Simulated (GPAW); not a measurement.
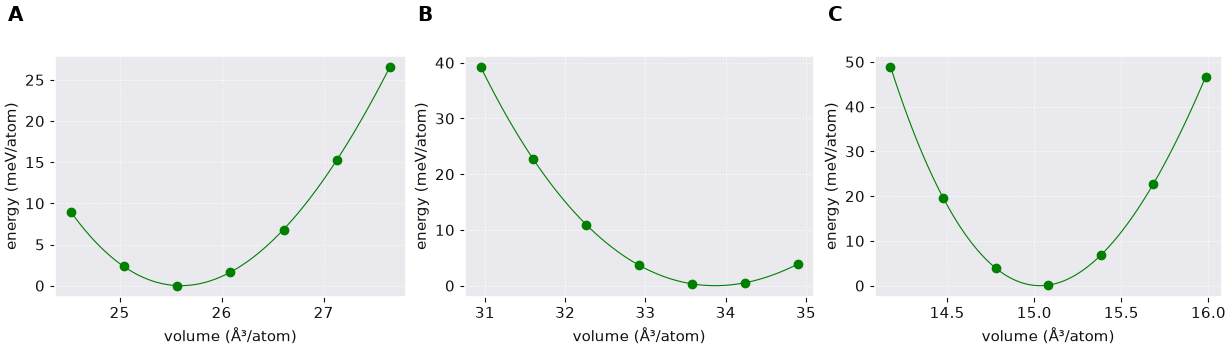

Each panel shows the energy against volume for one of these solids: CdTe, F-43m (No. 216); PbS, Fm-3m (No. 225); Pt, Fm-3m (No. 225).

Computed with GPAW 26.7.0: PAW DFT in plane waves, on a grid or in atomic orbitals, no spin polarisation; energies at scaled volumes of the given cell, shape and fractions fixed, counted from the fit's minimum, third-order Birch-Murnaghan fit. Level: PBEsol.

Q: Which panel belongs to which solid?

A: A is PbS (energy from 0.01 meV/atom to 26.61 meV/atom, V0 25.6 Å³/atom, B0 58.9 GPa); B is CdTe (energy from 0.33 meV/atom to 39.31 meV/atom, V0 33.87 Å³/atom, B0 42 GPa); C is Pt (energy from 0.13 meV/atom to 48.92 meV/atom, V0 15.03 Å³/atom, B0 283 GPa).

For PbS, limits of the calculation: spin-orbit coupling left out, heavy elements.

For Pt, limits of the calculation: spin-orbit coupling left out, heavy elements.
